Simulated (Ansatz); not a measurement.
## Run report: Hf₄S₉, geometry relaxation (part 1 of 2)

The run: geometry relaxation of Hf₄S₉ (defect cell, 13 atoms in the cell). Method and program: DFT PBE+D3(BJ), scalar-relativistic, plane waves, PAW, no spin polarisation (Ansatz 0.2.0).

The structure derives from a Materials Project entry. It belongs to a series of runs on one base structure; here: S interstitial, charge +0, atoms relaxed. Figures and captions count atoms from 1; the log counts them from 0 in places.

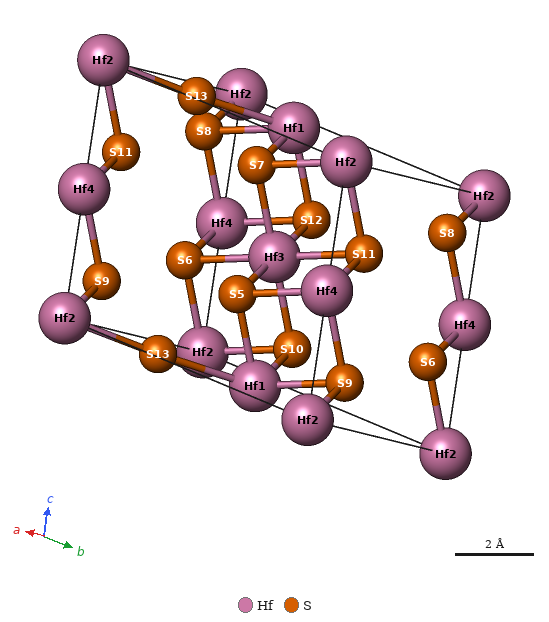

**Figure 1.** The starting structure (ball-and-stick view of the cell of the calculation, seen at an oblique angle; atoms are numbered from 1 in the order of the input). An atom can appear more than once, as a periodic image.

The input:
```yaml
crystal:
  lattice:
    - [3.6058628313, 0.0, -5.7703876582]
    - [3.6058628313, 0.0, 5.7703876582]
    - [-3.6058628313, -6.245537629, 0.0]
  atoms:
    - { symbol: Hf, position: [0.5, 0.5, 0.0] }
    - { symbol: Hf, position: [1.0, 0.0, 0.0] }
    - { symbol: Hf, position: [0.5, 0.5, 0.5] }
    - { symbol: Hf, position: [1.0, 0.0, 0.5] }
    - { symbol: S, position: [0.7928636758, 0.5404696575, 0.3333333333] }
    - { symbol: S, position: [0.2928636758, 0.0404696575, 0.3333333333] }
    - { symbol: S, position: [0.7928636758, 0.5404696575, 0.8333333333] }
    - { symbol: S, position: [0.2928636758, 0.0404696575, 0.8333333333] }
    - { symbol: S, position: [0.7071363242, 0.9595303425, 0.1666666667] }
    - { symbol: S, position: [0.2071363242, 0.4595303425, 0.1666666667] }
    - { symbol: S, position: [0.7071363242, 0.9595303425, 0.6666666667] }
    - { symbol: S, position: [0.2071363242, 0.4595303425, 0.6666666667] }
    - { symbol: S, position: [0.7513628408, 0.2445003536, -0.0100580596] }
basis:
  ecutwfc: 420
  xc_grid: 2
kpoints:
  mp_grid: { grid: [3, 3, 3], shift: [0.0, 0.0, 0.0] }
hamiltonian:
  xc: pbe
  dispersion: d3bj
scf:
  occupations: { method: gaussian, width: 0.02 }
output:
  forces: true
  stress: false
  eigenvalues: true
  write_density: true
  write_potential: true
  elf: true
  volumetric_format: npy
relax:
  adjacent_minimum: "off"
  f_tol: 0.02
  max_steps: 60
```

Hardware: 4 threads of Intel Xeon (Granite Rapids), 32 GiB of memory available, shared host.

Launched with:
```bash
ansatz run input.yaml --threads 4 --pin off --max-ram 10240MiB --backend cpu --events-out ev --progress --plain --runs-dir out
```

Output:
```
Engine: ansatz 0.2.0, x86_64-unknown-linux-gnu
Pseudopotentials: kind: paw
Pseudopotential: Hf, paw, valence charge 26, recommended cutoff 420 eV (normal), Hf.paw.azcp
Pseudopotential: S, paw, valence charge 6, recommended cutoff 420 eV (normal), S.paw.azcp
Functional definition: PBE
  parameter kappa = 0.804
  parameter beta = 0.06672455060314922
  exchange = pbe_x(kappa = kappa, mu = beta*pi^2/3)
  correlation = pbe_c(beta = beta)
Crystal: 13 atoms, lattice volume = 259.905 Å³
Basis set: ecut = 420 eV, 5055 PW (Γ), exchange–correlation on 96×96×100 points (8 copies of the dense FFT grid, shifted against one another)
Bands: 95, of which v1, the nominal top of the filled ones, is band 79 counted from 1 (78 counted from 0)
Symmetry: 1 space group operations
Space group: P1 (ITA 1), of the structure as read, at distance tolerance 6.4e-5 Å
k-points: 14 of 27 (time reversal used)
Non-local potential: Hf, projectors of the file, l = 0: 3, l = 1: 2, l = 2: 2, l = 3: 3
Non-local potential: S, projectors of the file, l = 0: 2, l = 1: 2, l = 2: 2
PAW form: soft (Blöchl's): semilocal exchange-correlation on the pseudo side does not see the compensation charge
PAW one-centre angular grid: Hf, 590 points (default); XC on 64 Gauss nodes
PAW one-centre angular grid: S, 110 points (default); XC on 64 Gauss nodes
Initial density: superposition of atomic densities (neutral atoms: chi_scale 0, normalization atom), corrected by the library's trained network
Initial wavefunctions: pseudopotential atomic-orbital guess
Functional: x = pbe(κ = 0.804, μ = 0.2195149727645171), c = pbe(β = 0.06672455060314922)
SCF iter   1: F=—  HF=-71023.403097 eV  |F-HF|=—  |Δ(HF+E_count)|=         —  Δρ=3.22e-3  dr2=4.03e-2  ethr=1.77e-3  ⟨swp⟩=6.1  Hψ=4700  notcnv=0  defer=20
preconditioner: auto → LDOS  [insulator: Δε(μ)=0.027 eV  Ē_g=11.481 eV  σ=0.020 eV  W_gap=0.65  n_scr=70 (ndim 8)  ℏωp=25.9 eV  f_vac=0.038  D(μ)=6.87/eV (n_scr^D=46)  ε∞_Penn≈6.1  β→1.0]
SCF iter   2: F=—  HF=-71023.398753 eV  |F-HF|=—  |Δ(HF+E_count)|=   4.34e-3  Δρ=1.50e-3  dr2=1.19e-2  ethr=2.55e-5  ⟨swp⟩=2.0  Hψ=2514  notcnv=0  defer=132
SCF iter   3: F=—  HF=-71023.397144 eV  |F-HF|=—  |Δ(HF+E_count)|=   1.61e-3  Δρ=7.88e-4  dr2=3.40e-3  ethr=7.52e-6  ⟨swp⟩=2.0  Hψ=2265  notcnv=0  defer=132
SCF iter   4: F=—  HF=-71023.396354 eV  |F-HF|=—  |Δ(HF+E_count)|=   7.90e-4  Δρ=3.65e-4  dr2=7.56e-4  ethr=2.15e-6  ⟨swp⟩=2.0  Hψ=1562  notcnv=0  defer=132
SCF iter   5: F=—  HF=-71023.396240 eV  |F-HF|=—  |Δ(HF+E_count)|=   1.14e-4  Δρ=1.44e-4  dr2=1.36e-4  ethr=4.79e-7  ⟨swp⟩=2.0  Hψ=1584  notcnv=0  defer=132
SCF iter   6: F=—  HF=-71023.396215 eV  |F-HF|=—  |Δ(HF+E_count)|=   2.43e-5  Δρ=4.84e-5  dr2=1.30e-5  ethr=8.61e-8  ⟨swp⟩=2.0  Hψ=1969  notcnv=0  defer=132
SCF iter   7: F=-71023.396211 eV  HF=-71023.396212 eV  |F-HF|=9.50e-7  |Δ(HF+E_count)|=   2.97e-6  Δρ=1.83e-5  dr2=1.17e-6  ethr=6.33e-9  ⟨swp⟩=15.2  Hψ=13183  notcnv=0
SCF 1 converged in 7 iterations: F = -71023.396211 eV  dr2 = 1.17e-6
  greatest PAW one-centre occupation: 0.998 electrons in one spin orbital (limit 2), on the Hf atom at site 3 (counted from 0), in its partial waves of l = 0
relax step   1: F+E_penalty+E_count = -71023.39621145 eV  Δ(F+E_penalty+E_count) = +0.000e0 eV  max|allowed force component| = 9.415e-1 eV/Å  Δτ_max = 0.0000 Å  (7 SCF iters, dr2 threshold 1.00e-5 eV, accepted)
Initial density: handed on by an earlier stage of this run
Initial wavefunctions: those handed on with the density
iter 1 solved again at ethr=2.70e-4 eV; its pass at ethr=3.10e-3 eV (dr2=4.26e-1 eV) is discarded
SCF iter   1: F=—  HF=-71023.811279 eV  |F-HF|=—  |Δ(HF+E_count)|=         —  Δρ=9.06e-3  dr2=4.36e-1  ethr=2.70e-4  ⟨swp⟩=1.9  Hψ=4026  notcnv=0  defer=130
preconditioner: auto → LDOS  [metal: Δε(μ)=0.006 eV  Ē_g=11.453 eV  σ=0.020 eV  W_gap=0.17  n_scr=70 (ndim 8)  ℏωp=25.9 eV  f_vac=0.029  D(μ)=14.61/eV (n_scr^D=148)  β→1.0]
SCF iter   2: F=—  HF=-71023.774285 eV  |F-HF|=—  |Δ(HF+E_count)|=   3.70e-2  Δρ=6.00e-3  dr2=1.73e-1  ethr=2.70e-4  ⟨swp⟩=2.8  Hψ=2314  notcnv=0  defer=130
SCF iter   3: F=—  HF=-71023.767554 eV  |F-HF|=—  |Δ(HF+E_count)|=   6.73e-3  Δρ=4.75e-3  dr2=1.66e-1  ethr=1.10e-4  ⟨swp⟩=3.0  Hψ=2431  notcnv=0  defer=130
SCF iter   4: F=—  HF=-71023.749870 eV  |F-HF|=—  |Δ(HF+E_count)|=   1.77e-2  Δρ=3.38e-3  dr2=7.24e-2  ethr=1.05e-4  ⟨swp⟩=2.0  Hψ=2282  notcnv=0  defer=130
SCF iter   5: F=—  HF=-71023.741355 eV  |F-HF|=—  |Δ(HF+E_count)|=   8.51e-3  Δρ=1.85e-3  dr2=1.98e-2  ethr=4.58e-5  ⟨swp⟩=2.0  Hψ=1612  notcnv=0  defer=130
SCF iter   6: F=—  HF=-71023.738441 eV  |F-HF|=—  |Δ(HF+E_count)|=   2.91e-3  Δρ=1.08e-3  dr2=5.36e-3  ethr=1.25e-5  ⟨swp⟩=2.0  Hψ=2310  notcnv=0  defer=130
SCF iter   7: F=—  HF=-71023.737417 eV  |F-HF|=—  |Δ(HF+E_count)|=   1.02e-3  Δρ=5.87e-4  dr2=1.63e-3  ethr=3.39e-6  ⟨swp⟩=2.0  Hψ=2293  notcnv=0  defer=130
SCF iter   8: F=—  HF=-71023.737087 eV  |F-HF|=—  |Δ(HF+E_count)|=   3.30e-4  Δρ=2.61e-4  dr2=3.55e-4  ethr=1.03e-6  ⟨swp⟩=2.0  Hψ=2010  notcnv=0  defer=130
SCF iter   9: F=—  HF=-71023.737017 eV  |F-HF|=—  |Δ(HF+E_count)|=   7.02e-5  Δρ=1.16e-4  dr2=7.62e-5  ethr=2.25e-7  ⟨swp⟩=2.1  Hψ=2150  notcnv=0  defer=130
SCF iter  10: F=-71023.736994 eV  HF=-71023.737013 eV  |F-HF|=1.92e-5  |Δ(HF+E_count)|=   3.79e-6  Δρ=6.03e-5  dr2=2.31e-5  ethr=3.51e-8  ⟨swp⟩=17.1  Hψ=13776  notcnv=0
SCF 2 converged in 10 iterations: F = -71023.736994 eV  dr2 = 2.31e-5
relax step   2: F+E_penalty+E_count = -71023.73699353 eV  Δ(F+E_penalty+E_count) = -3.408e-1 eV  max|allowed force component| = 3.771e-1 eV/Å  Δτ_max = 0.1352 Å  (10 SCF iters, dr2 threshold 5.54e-5 eV, accepted)
[... from here on the SCF iterations and repeated set-up lines of each step are left out, up to the last step ...]
SCF 3 converged in 13 iterations: F = -71023.965606 eV  dr2 = 3.23e-6
relax step   3: F+E_penalty+E_count = -71023.96560583 eV  Δ(F+E_penalty+E_count) = -2.286e-1 eV  max|allowed force component| = 9.416e-1 eV/Å  Δτ_max = 0.1319 Å  (13 SCF iters, dr2 threshold 8.89e-6 eV, accepted)
SCF 4 converged in 11 iterations: F = -71024.100285 eV  dr2 = 1.31e-5
relax step   4: F+E_penalty+E_count = -71024.10028543 eV  Δ(F+E_penalty+E_count) = -1.347e-1 eV  max|allowed force component| = 1.213e0 eV/Å  Δτ_max = 0.1950 Å  (11 SCF iters, dr2 threshold 1.00e-4 eV, accepted)
SCF 5 converged in 8 iterations: F = -71024.289537 eV  dr2 = 2.40e-5
relax step   5: F+E_penalty+E_count = -71024.28953679 eV  Δ(F+E_penalty+E_count) = -1.893e-1 eV  max|allowed force component| = 7.192e-1 eV/Å  Δτ_max = 0.0592 Å  (8 SCF iters, dr2 threshold 1.00e-4 eV, accepted)
SCF 6 converged in 9 iterations: F = -71024.418397 eV  dr2 = 1.73e-5
relax step   6: F+E_penalty+E_count = -71024.41839694 eV  Δ(F+E_penalty+E_count) = -1.289e-1 eV  max|allowed force component| = 6.672e-1 eV/Å  Δτ_max = 0.0961 Å  (9 SCF iters, dr2 threshold 1.00e-4 eV, accepted)
SCF 7 converged in 6 iterations: F = -71024.501509 eV  dr2 = 1.49e-5
relax step   7: F+E_penalty+E_count = -71024.50150865 eV  Δ(F+E_penalty+E_count) = -8.311e-2 eV  max|allowed force component| = 1.232e0 eV/Å  Δτ_max = 0.1612 Å  (6 SCF iters, dr2 threshold 1.00e-4 eV, accepted)
SCF 8 converged in 5 iterations: F = -71024.622452 eV  dr2 = 2.64e-5
relax step   8: F+E_penalty+E_count = -71024.62245184 eV  Δ(F+E_penalty+E_count) = -1.209e-1 eV  max|allowed force component| = 8.324e-1 eV/Å  Δτ_max = 0.0872 Å  (5 SCF iters, dr2 threshold 1.00e-4 eV, accepted)
SCF 9 converged in 6 iterations: F = -71024.695664 eV  dr2 = 9.81e-6
relax step   9: F+E_penalty+E_count = -71024.69566449 eV  Δ(F+E_penalty+E_count) = -7.321e-2 eV  max|allowed force component| = 2.691e-1 eV/Å  Δτ_max = 0.1997 Å  (6 SCF iters, dr2 threshold 1.00e-4 eV, accepted)
SCF 10 converged in 5 iterations: F = -71024.716723 eV  dr2 = 5.47e-6
relax step  10: F+E_penalty+E_count = -71024.71672344 eV  Δ(F+E_penalty+E_count) = -2.106e-2 eV  max|allowed force component| = 1.355e-1 eV/Å  Δτ_max = 0.0572 Å  (5 SCF iters, dr2 threshold 7.57e-6 eV, accepted)
SCF 11 converged in 6 iterations: F = -71024.717521 eV  dr2 = 3.39e-7
relax step  11: F+E_penalty+E_count = -71024.71752054 eV  Δ(F+E_penalty+E_count) = -7.971e-4 eV  max|allowed force component| = 7.919e-2 eV/Å  Δτ_max = 0.0340 Å  (6 SCF iters, dr2 threshold 1.92e-6 eV, accepted)
SCF 12 converged in 5 iterations: F = -71024.719385 eV  dr2 = 1.09e-6
relax step  12: F+E_penalty+E_count = -71024.71938459 eV  Δ(F+E_penalty+E_count) = -1.864e-3 eV  max|allowed force component| = 6.175e-2 eV/Å  Δτ_max = 0.0234 Å  (5 SCF iters, dr2 threshold 1.59e-6 eV, accepted)
SCF 13 converged in 5 iterations: F = -71024.719919 eV  dr2 = 1.50e-7
relax step  13: F+E_penalty+E_count = -71024.71991919 eV  Δ(F+E_penalty+E_count) = -5.346e-4 eV  max|allowed force component| = 1.087e-2 eV/Å  Δτ_max = 0.0071 Å  (5 SCF iters, dr2 threshold 1.30e-6 eV, accepted)
SCF 14 converged in 2 iterations: F = -71024.719919 eV  dr2 = 5.83e-8
relax step  14: F+E_penalty+E_count = -71024.71991927 eV  Δ(F+E_penalty+E_count) = -7.643e-8 eV  max|allowed force component| = 1.090e-2 eV/Å  Δτ_max = 0.0000 Å  (2 SCF iters, accepted)
SCF 15 converged in 5 iterations: F = -71024.719941 eV  dr2 = 1.01e-8
relax step  15: F+E_penalty+E_count = -71024.71994094 eV  Δ(F+E_penalty+E_count) = -2.167e-5 eV  max|allowed force component| = 4.794e-3 eV/Å  Δτ_max = 0.0015 Å  (5 SCF iters, accepted)
SCF 16 converged in 3 iterations: F = -71024.719947 eV  dr2 = 6.19e-8
relax step  16: F+E_penalty+E_count = -71024.71994712 eV  Δ(F+E_penalty+E_count) = -6.180e-6 eV  max|allowed force component| = 2.276e-3 eV/Å  Δτ_max = 0.0007 Å  (3 SCF iters, accepted)
SCF 17 converged in 4 iterations: F = -71024.719951 eV  dr2 = 2.42e-8
relax step  17: F+E_penalty+E_count = -71024.71995076 eV  Δ(F+E_penalty+E_count) = -3.639e-6 eV  max|allowed force component| = 1.776e-3 eV/Å  Δτ_max = 0.0008 Å  (4 SCF iters, accepted)
SCF 18 converged in 3 iterations: F = -71024.719954 eV  dr2 = 8.63e-8
relax step  18: F+E_penalty+E_count = -71024.71995363 eV  Δ(F+E_penalty+E_count) = -2.876e-6 eV  max|allowed force component| = 1.835e-3 eV/Å  Δτ_max = 0.0011 Å  (3 SCF iters, accepted)
SCF 19 converged in 5 iterations: F = -71024.719962 eV  dr2 = 4.40e-8
relax step  19: F+E_penalty+E_count = -71024.71996198 eV  Δ(F+E_penalty+E_count) = -8.342e-6 eV  max|allowed force component| = 4.850e-3 eV/Å  Δτ_max = 0.0045 Å  (5 SCF iters, accepted)
SCF 20 converged in 6 iterations: F = -71024.719986 eV  dr2 = 2.01e-8
relax step  20: F+E_penalty+E_count = -71024.71998607 eV  Δ(F+E_penalty+E_count) = -2.410e-5 eV  max|allowed force component| = 1.013e-2 eV/Å  Δτ_max = 0.0103 Å  (6 SCF iters, accepted)
SCF 21 converged in 6 iterations: F = -71024.720019 eV  dr2 = 1.38e-8
relax step  21: F+E_penalty+E_count = -71024.72001890 eV  Δ(F+E_penalty+E_count) = -3.282e-5 eV  max|allowed force component| = 1.280e-2 eV/Å  Δτ_max = 0.0086 Å  (6 SCF iters, accepted)
SCF 22 converged in 6 iterations: F = -71024.720063 eV  dr2 = 1.53e-8
relax step  22: F+E_penalty+E_count = -71024.72006295 eV  Δ(F+E_penalty+E_count) = -4.405e-5 eV  max|allowed force component| = 1.501e-2 eV/Å  Δτ_max = 0.0092 Å  (6 SCF iters, accepted)
SCF 23 converged in 6 iterations: F = -71024.720116 eV  dr2 = 1.38e-8
relax step  23: F+E_penalty+E_count = -71024.72011631 eV  Δ(F+E_penalty+E_count) = -5.336e-5 eV  max|allowed force component| = 1.634e-2 eV/Å  Δτ_max = 0.0087 Å  (6 SCF iters, accepted)
SCF 24 converged in 6 iterations: F = -71024.720174 eV  dr2 = 1.20e-8
relax step  24: F+E_penalty+E_count = -71024.72017436 eV  Δ(F+E_penalty+E_count) = -5.805e-5 eV  max|allowed force component| = 1.671e-2 eV/Å  Δτ_max = 0.0082 Å  (6 SCF iters, accepted)
SCF 25 converged in 9 iterations: F = -71024.707024 eV  dr2 = 3.02e-8
relax step  25: F+E_penalty+E_count = -71024.70702358 eV  Δ(F+E_penalty+E_count) = +1.315e-2 eV  max|allowed force component| = 2.578e-1 eV/Å  Δτ_max = 0.1946 Å  (9 SCF iters, rejected (line search))
SCF 26 converged in 9 iterations: F = -71024.661474 eV  dr2 = 3.36e-8
relax step  26: F+E_penalty+E_count = -71024.66147443 eV  Δ(F+E_penalty+E_count) = +5.870e-2 eV  max|allowed force component| = 5.082e-1 eV/Å  Δτ_max = 0.0939 Å  (9 SCF iters, rejected (line search))
SCF 27 converged in 8 iterations: F = -71024.720379 eV  dr2 = 5.75e-8
relax step  27: F+E_penalty+E_count = -71024.72037914 eV  Δ(F+E_penalty+E_count) = -2.048e-4 eV  max|allowed force component| = 1.320e-2 eV/Å  Δτ_max = 0.0177 Å  (8 SCF iters, accepted)
SCF iter   1: F=—  HF=-71024.721010 eV  |F-HF|=—  |Δ(HF+E_count)|=         —  Δρ=1.03e-3  dr2=1.88e-3  ethr=3.51e-5  ⟨swp⟩=3.0  Hψ=2700  notcnv=0  defer=141
preconditioner: auto → Resta (q_TF=auto, 2.511 Å⁻¹)  ε∞=6.0  [insulator: Δε(μ)=0.468 eV  Ē_g=11.547 eV  σ=0.020 eV  W_gap=1.00  n_scr=70 (ndim 8)  ℏωp=25.9 eV  f_vac=0.035  D(μ)=0.00/eV (n_scr^D=0)  ε∞_Penn≈6.0]
SCF iter   2: F=—  HF=-71024.720704 eV  |F-HF|=—  |Δ(HF+E_count)|=   3.06e-4  Δρ=5.64e-4  dr2=4.95e-4  ethr=1.19e-6  ⟨swp⟩=1.4  Hψ=1545  notcnv=0  defer=141
SCF iter   3: F=—  HF=-71024.720632 eV  |F-HF|=—  |Δ(HF+E_count)|=   7.17e-5  Δρ=9.39e-5  dr2=2.81e-5  ethr=3.14e-7  ⟨swp⟩=2.0  Hψ=2070  notcnv=0  defer=141
SCF iter   4: F=—  HF=-71024.720479 eV  |F-HF|=—  |Δ(HF+E_count)|=   1.53e-4  Δρ=4.29e-5  dr2=5.53e-6  ethr=1.78e-8  ⟨swp⟩=2.0  Hψ=2280  notcnv=0  defer=141
SCF iter   5: F=—  HF=-71024.720476 eV  |F-HF|=—  |Δ(HF+E_count)|=   3.38e-6  Δρ=1.97e-5  dr2=9.65e-7  ethr=3.50e-9  ⟨swp⟩=2.0  Hψ=2280  notcnv=0  defer=141
SCF iter   6: F=-71024.720476 eV  HF=-71024.720476 eV  |F-HF|=3.80e-8  |Δ(HF+E_count)|=   4.65e-7  Δρ=4.69e-6  dr2=9.69e-8  ethr=6.33e-11  ⟨swp⟩=11.3  Hψ=9671  notcnv=0
SCF 28 converged in 6 iterations: F = -71024.720476 eV  dr2 = 9.69e-8
relax step  28: F+E_penalty+E_count = -71024.72047623 eV  Δ(F+E_penalty+E_count) = -9.710e-5 eV  max|allowed force component| = 1.430e-2 eV/Å  Δτ_max = 0.0231 Å  (6 SCF iters, accepted)
```

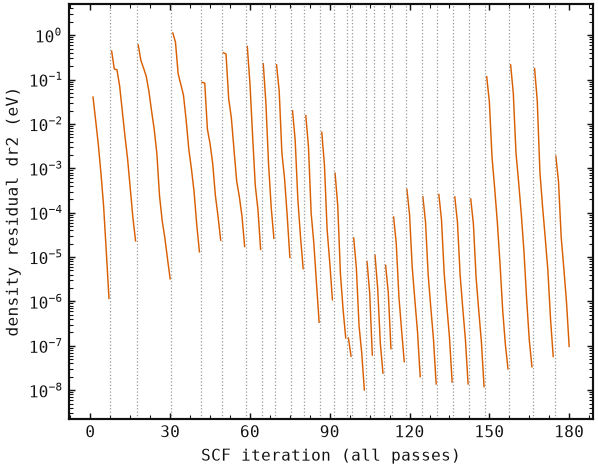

**Figure 2.** Convergence of the self-consistent field: density residual dr2 against the SCF iteration. The dotted lines part the SCF passes of the relaxation: geometry steps, rejected trials and re-solves on a re-selected basis. The 28 passes take 2 to 13 iterations each, 180 in all.

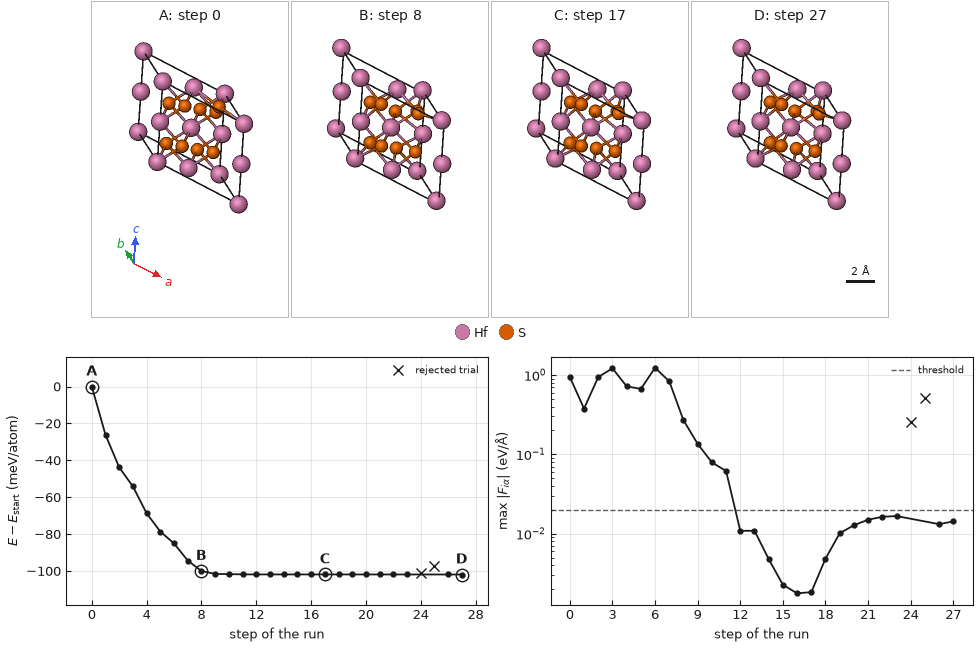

**Figure 3.** Frames of the relaxation (ball-and-stick view of the cell of the calculation, seen slightly off an axis) above the curves, on which the letters mark them (the first geometry is step 0 here and step 1 in the log).

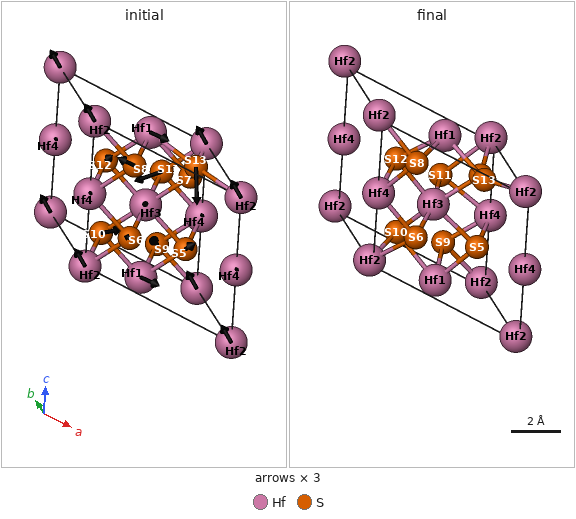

**Figure 4.** Before (left) and after (right) the relaxation, at one scale (ball-and-stick view of the cell of the calculation, seen slightly off an axis). The black arrows give the displacements, magnified 3 times. S13 moves most: 0.53 Å. By element the largest moves are S 0.53 Å, Hf 0.37 Å. The cell doesn't change. Distances before and after: Hf2–S13 2.846 → 2.382 Å, S11–S13 2.451 → 2.064 Å, Hf2–S11 2.541 → 2.919 Å, Hf4–S11 2.541 → 2.681 Å. Among the angles that change: Hf1–S13–Hf2 177.4° → 152.3°, Hf2–S13–S11 56.7° → 81.7°, S7–Hf3–S10 180.0° → 162.9°. The energy falls by 102 meV per atom in 27 geometry steps. The largest force component goes from 0.94 to 0.014 eV/Å. The line search rejected the trial steps at points 24, 25 (counted from 0) and went back. (Atoms are counted from 1 in the order of the input.)

```
SCF converged after 6 iterations
Free energy (F): -71024.720476 eV
Harris-Foulkes:  -71024.720476 eV  (|F-HF|=3.80e-8)
Internal energy: -71024.720476 eV  (E = F + TS)
E sigma→0 (E₀):  -71024.720476 eV
Fermi energy:    11.317866 eV
--- Per-component energies (eV) ---
  E_band       = -593.126901
  E_kinetic    = 2664.738364
  E_local      = -31321.371265  (includes V_loc(G=0)·N_el)
  E_nonlocal   = -4716.518211
  E_hartree    = 14494.293163
  E_xc         = -2080.474409
  E_vxc        = -1860.196558  (∫ρ·V_xc dr)
  E_paw        = -33111.951523  (= ΣΔE_a)
  E_vpaw       = 5651.634719  (= ΣTr[D̂ρ^β])
  E_aug_tail   = 0.000010  (compensation charges beyond the density's cutoff)
  E_ewald      = -16948.693170
  E_disp       = -4.743435  (pairwise vdW)
  E_smearing   = -0.000000  (= −TS)
  E_closure    = -0.000000  (closes the sum)
  Σ components = -71024.720476   (vs F -71024.720476, Δ=0.00e0)
```
